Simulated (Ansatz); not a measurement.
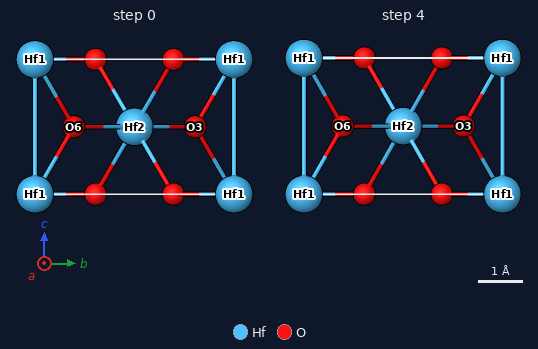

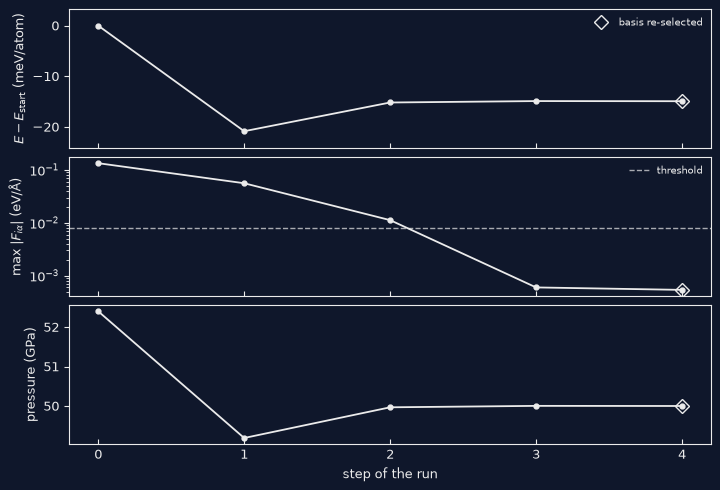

First and last geometry of a relaxation of a crystal of HfO$_{2}$ (set up in P4_2/mnm), with the history of the run. A ball-and-stick model of the cell of the calculation, seen along the a axis.

Case: relaxed at 50 GPa.

Computed with Ansatz 0.2.0, DFT r2SCAN, scalar-relativistic, plane waves, PAW.

Input
```yaml
crystal:
  lattice:
    - [4.5563927866, 0.0, 0.0]
    - [0.0, 4.5563927866, 0.0]
    - [0.0, 0.0, 3.0839963324]
  atoms:
    - { symbol: Hf, position: [0.0, 0.0, 0.0] }
    - { symbol: Hf, position: [0.5, 0.5, 0.5] }
    - { symbol: O, position: [0.1955191132, 0.8044808868, 0.5] }
    - { symbol: O, position: [0.3044808868, 0.3044808868, 0.0] }
    - { symbol: O, position: [0.6955191132, 0.6955191132, 0.0] }
    - { symbol: O, position: [0.8044808868, 0.1955191132, 0.5] }
basis:
  ecutwfc: 500
kpoints:
  mp_grid: { grid: [6, 6, 8] }
hamiltonian:
  xc: r2scan
scf:
  occupations: { method: gaussian, width: 0.02 }
output:
  forces: true
  stress: true
  eigenvalues: true
relax:
  adjacent_minimum: "off"
  f_tol: 0.008
  max_steps: 50
  cell: { stress_tol: 0.08, p_target: 50.0 }
```

Command:
```bash
ansatz run input.yaml --threads 1 --pin off --max-ram 2560MiB --backend cpu --events-out ev --progress --plain --runs-dir out
```

### Read the history and describe the run.

It converged. No atom moves by more than 0.005 Å relative to the cell. The drawn cell changes as follows: a = b 4.556 → 4.542 Å (−0.3 %), c 3.084 → 3.116 Å (+1.0 %); the volume changes by +0.4 %. Among the contacts that change: Hf1–Hf1 3.084 → 3.116 Å, Hf1–O3 1.991 → 2.000 Å, Hf1–O4 1.962 → 1.957 Å. The space group stays P4_2/mnm (No. 136). Over 3 accepted moves (4 points after the start) the energy falls by 14.9 meV per atom. With the target pressure of 50 GPa, the enthalpy E + pV changes by −2.0 meV per atom. Largest force component: 0.13 eV/Å at the start, 0.00054 eV/Å at the end. The pressure goes from 52.40 to 50.00 GPa. At 1 point the geometry stayed and the basis and grid were re-selected for the new cell (energy shift of less than 0.05 meV per atom at most each time).
